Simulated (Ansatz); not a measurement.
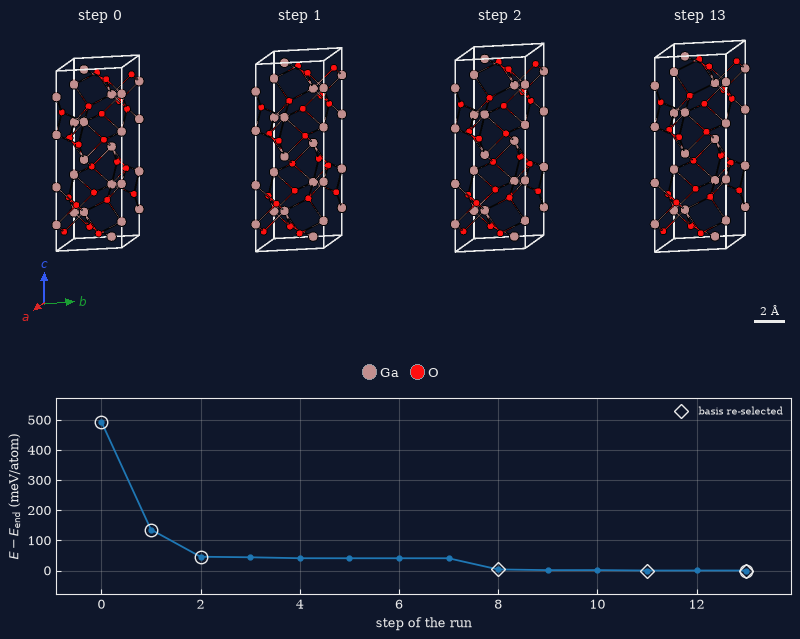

Frames of a relaxation of a crystal of Ga$_{2}$O$_{3}$ (built on the corundum type), marked on the history of the run. A ball-and-stick model of the conventional cell (3 times the calculation's cell), seen slightly off an axis. Lengths and directions refer to the drawn axes.

The calculation used Ansatz, DFT, PBE, plane waves, PAW. (plane-wave cutoff 420 eV; k-point mesh 6 × 6 × 6; occupations fermi dirac; smearing width 0.02 eV; no spin polarisation; cell and atoms relaxed; force threshold 0.005 eV/Å)

**What happens along the run?**

The largest moves relative to the cell, 0.011 Å, are those of Ga atoms. Largest moves by element: Ga 0.011 Å, O 0.009 Å. Cell: a = b 4.637 → 5.058 Å (+9.1 %), c 12.611 → 13.623 Å (+8.0 %). Volume +28.5 %. Near-neighbour distances that change, for instance: Ga–O 1.937 → 2.105 Å, Ga–O 1.793 → 1.952 Å. The space group stays R-3c (No. 167). The energy falls by 494 meV per atom in 10 accepted moves (13 points after the start). Largest force component: 0.17 eV/Å at the start, 0.00036 eV/Å at the end. Pressure: 88.67 GPa at the start and 0.00 GPa at the end. At 3 points the geometry stayed and the basis and grid were re-selected for the new cell (energy shift of 37.1 meV per atom at most each time). The run took 36 s on 2 threads of AMD EPYC 7R13 Processor (Zen 3) (shared host), peak memory 0.7 GiB. From step 0 to 1: volume +12.7 %, energy −358 meV per atom. From step 1 to 2: volume +8.5 %, energy −90.4 meV per atom. From step 2 to 13: volume +5.2 %, energy −45.7 meV per atom.

```json
{"step": "0", "E − E(0), meV/atom": "0.00", "largest force component, eV/Å": "0.1746", "pressure, GPa": "88.67", "volume, Å³/atom": "7.827", "note": ""}
{"step": "1", "E − E(0), meV/atom": "-358.36", "largest force component, eV/Å": "0.1735", "pressure, GPa": "34.01", "volume, Å³/atom": "8.817", "note": ""}
{"step": "2", "E − E(0), meV/atom": "-448.73", "largest force component, eV/Å": "0.0959", "pressure, GPa": "7.42", "volume, Å³/atom": "9.563", "note": ""}
{"step": "3", "E − E(0), meV/atom": "-450.51", "largest force component, eV/Å": "0.3780", "pressure, GPa": "-0.20", "volume, Å³/atom": "9.832", "note": ""}
{"step": "4", "E − E(0), meV/atom": "-453.65", "largest force component, eV/Å": "0.0148", "pressure, GPa": "-0.35", "volume, Å³/atom": "9.837", "note": ""}
{"step": "5", "E − E(0), meV/atom": "-453.73", "largest force component, eV/Å": "0.0303", "pressure, GPa": "0.03", "volume, Å³/atom": "9.823", "note": ""}
{"step": "6", "E − E(0), meV/atom": "-453.72", "largest force component, eV/Å": "0.0030", "pressure, GPa": "-0.06", "volume, Å³/atom": "9.827", "note": ""}
{"step": "7", "E − E(0), meV/atom": "-453.74", "largest force component, eV/Å": "0.0002", "pressure, GPa": "0.00", "volume, Å³/atom": "9.824", "note": ""}
{"step": "8", "E − E(0), meV/atom": "-490.83", "largest force component, eV/Å": "0.0090", "pressure, GPa": "4.99", "volume, Å³/atom": "9.824", "note": "same geometry, new basis"}
{"step": "9", "E − E(0), meV/atom": "-493.18", "largest force component, eV/Å": "0.0016", "pressure, GPa": "0.82", "volume, Å³/atom": "10.018", "note": ""}
{"step": "10", "E − E(0), meV/atom": "-493.04", "largest force component, eV/Å": "0.0021", "pressure, GPa": "0.01", "volume, Å³/atom": "10.057", "note": ""}
{"step": "11", "E − E(0), meV/atom": "-494.40", "largest force component, eV/Å": "0.0008", "pressure, GPa": "0.05", "volume, Å³/atom": "10.057", "note": "same geometry, new basis"}
{"step": "12", "E − E(0), meV/atom": "-494.39", "largest force component, eV/Å": "0.0004", "pressure, GPa": "0.00", "volume, Å³/atom": "10.060", "note": ""}
{"step": "13", "E − E(0), meV/atom": "-494.40", "largest force component, eV/Å": "0.0004", "pressure, GPa": "0.00", "volume, Å³/atom": "10.060", "note": "same geometry, new basis"}
```
